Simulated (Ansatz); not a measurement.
A series of calculations on SiNi₃

**1. Relaxation**

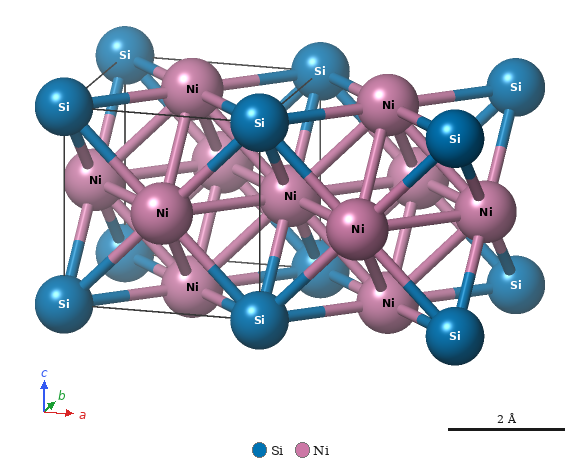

Solid SiNi3 (set up in Pm-3m) (coarse preliminary run), before the relaxation. A ball-and-stick model of the cell of the calculation, repeated 2 × 1 × 1 with one cell outlined, seen slightly off an axis.

All numbers below come from DFT PBEsol, scalar-relativistic, plane waves, PAW (Ansatz 0.2.0).

Input
```yaml
crystal:
  lattice:
    - [3.5511, 0.0, 0.0]
    - [0.0, 3.5511, 0.0]
    - [0.0, 0.0, 3.5511]
  atoms:
    - { symbol: Si, position: [0.0, 0.0, 0.0] }
    - { symbol: Ni, position: [0.0, 0.5, 0.5] }
    - { symbol: Ni, position: [0.5, 0.0, 0.5] }
    - { symbol: Ni, position: [0.5, 0.5, 0.0] }
basis:
  ecutwfc: 420
kpoints:
  mp_grid: { grid: [6, 6, 6] }
hamiltonian:
  xc: pbesol
scf:
  occupations: { method: gaussian, width: 0.1 }
output:
  forces: true
  stress: true
  eigenvalues: true
relax:
  adjacent_minimum: "off"
  f_tol: 0.05
  max_steps: 80
  cell: { stress_tol: 0.5 }
```

Launched with:
```bash
ansatz run input.yaml --threads 1 --pin off --max-ram 2560MiB --backend cpu --events-out ev --progress --plain --runs-dir out
```

Question: What does the optimiser find from here?

Answer: The energy falls by 0.172 eV per cell of the calculation in 3 accepted moves (4 points after the start). All forces vanish by symmetry, so only the cell relaxes. Pressure: −15.41 GPa at the start and −0.06 GPa at the end. The SCF was repeated once at an unchanged geometry on a basis and grid sized afresh for the cell, which shifted the energy by 1.2 meV per cell of the calculation at most. The atoms keep their places relative to the cell (all moves are under 0.005 Å). The drawn cell changes as follows: a = b = c 3.551 → 3.461 Å (−2.5 %); the volume changes by −7.4 %. Among the contacts that change: Si1–Ni2 2.511 → 2.448 Å, Ni2–Ni3 2.511 → 2.448 Å. The space group stays Pm-3m (No. 221).

After the run, drawn alike:

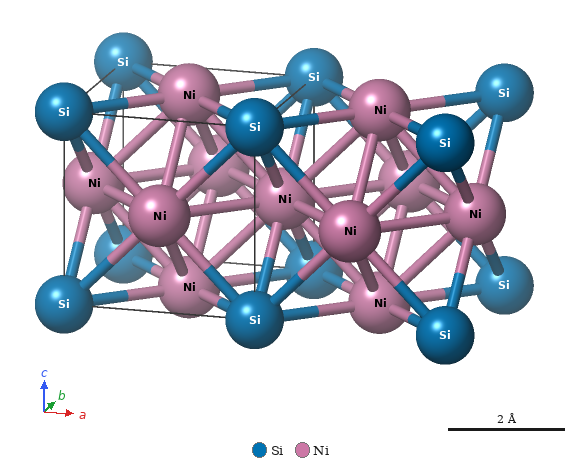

**2. A change**

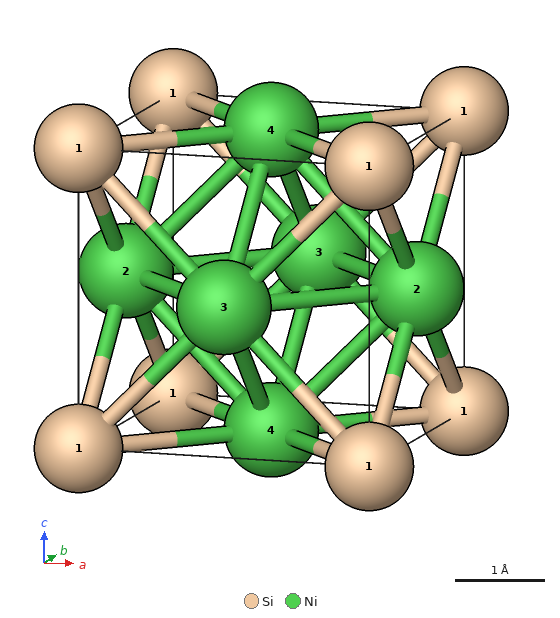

The starting point is solid SiNi₃ (set up in Pm-3m). Style: ball-and-stick. Shown: the cell of the calculation, slightly off an axis.

All numbers below come from Ansatz, DFT PBEsol, scalar-relativistic, plane waves, PAW. Set-up: plane-wave cutoff 420 eV; k-point mesh 16 × 16 × 16; occupations gaussian; smearing width 0.1 eV; no spin polarisation.

The variant: Equal strain along all axes, +4.5 %, is applied. Symmetry leaves the atoms no freedom, so this is a single point.

The input:
```yaml
crystal:
  lattice:
    - [3.6170018171, 0.0, 0.0]
    - [0.0, 3.6170018171, 0.0]
    - [0.0, 0.0, 3.6170018171]
  atoms:
    - { symbol: Si, position: [0.0, 0.0, 0.0] }
    - { symbol: Ni, position: [0.0, 0.5, 0.5] }
    - { symbol: Ni, position: [0.5, 0.0, 0.5] }
    - { symbol: Ni, position: [0.5, 0.5, 0.0] }
basis:
  ecutwfc: 420
kpoints:
  mp_grid: { grid: [16, 16, 16] }
hamiltonian:
  xc: pbesol
scf:
  occupations: { method: gaussian, width: 0.1 }
output:
  forces: true
  stress: true
  eigenvalues: true
```

Launched with:
```bash
ansatz run input.yaml --threads 1 --pin off --max-ram 2560MiB --backend cpu --events-out ev --progress --plain --runs-dir out
```

**What does the calculation give for the changed structure?**

Some distances before and after: Ni–Si 2.447 → 2.558 Å, Ni–Ni 2.447 → 2.558 Å. The space group stays Pm-3m (No. 221). It costs 121 meV per atom. The pressure goes from 0.0 to −23.2 GPa. All forces vanish by symmetry.

Drawn alike, the variant:

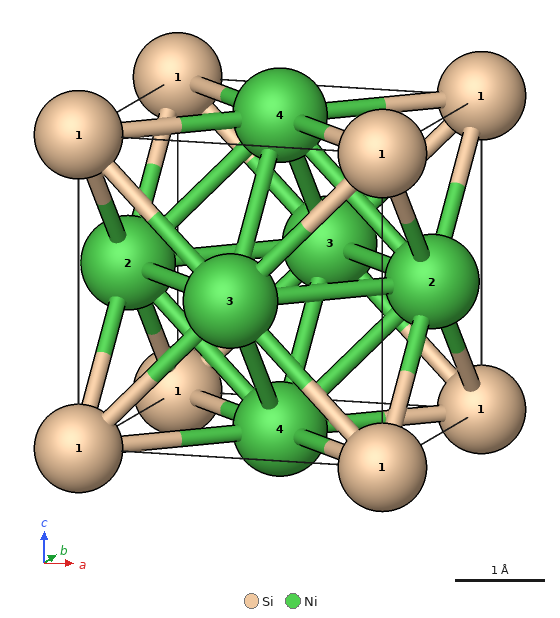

**3. Series**

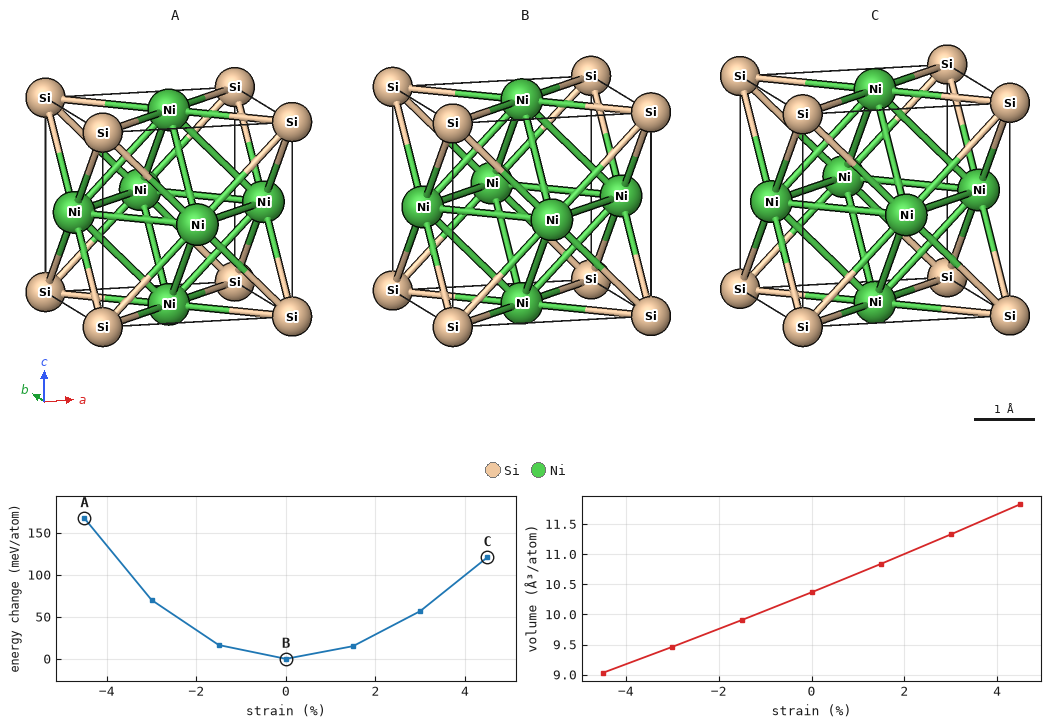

Members of a series of calculations on crystalline SiNi$_{3}$ (set up in Pm-3m), marked on the first curve. The picture is a ball-and-stick view of the cell of the calculation, seen slightly off an axis.

Theory: DFT PBEsol, scalar-relativistic, plane waves, PAW in Ansatz. Settings: plane-wave cutoff 420 eV; k-point mesh 16 × 16 × 16; occupations gaussian; smearing width 0.1 eV; no spin polarisation.

Describe the series.

Equal strain along all axes, cell held, atoms relaxed. A (strain −4.5 %): energy change 167 meV/atom, volume 9.03 Å³ per atom. B (strain 0.0 %): energy change 0.0 meV/atom, volume 10.37 Å³ per atom. C (strain 4.5 %): energy change 121 meV/atom, volume 11.83 Å³ per atom. The rest compares A with C. The drawn cell changes as follows: a = b = c 3.305 → 3.617 Å (+9.4 %); the volume changes by +31.0 %. Some distances before and after: Ni–Si 2.337 → 2.558 Å, Ni–Ni 2.337 → 2.558 Å.
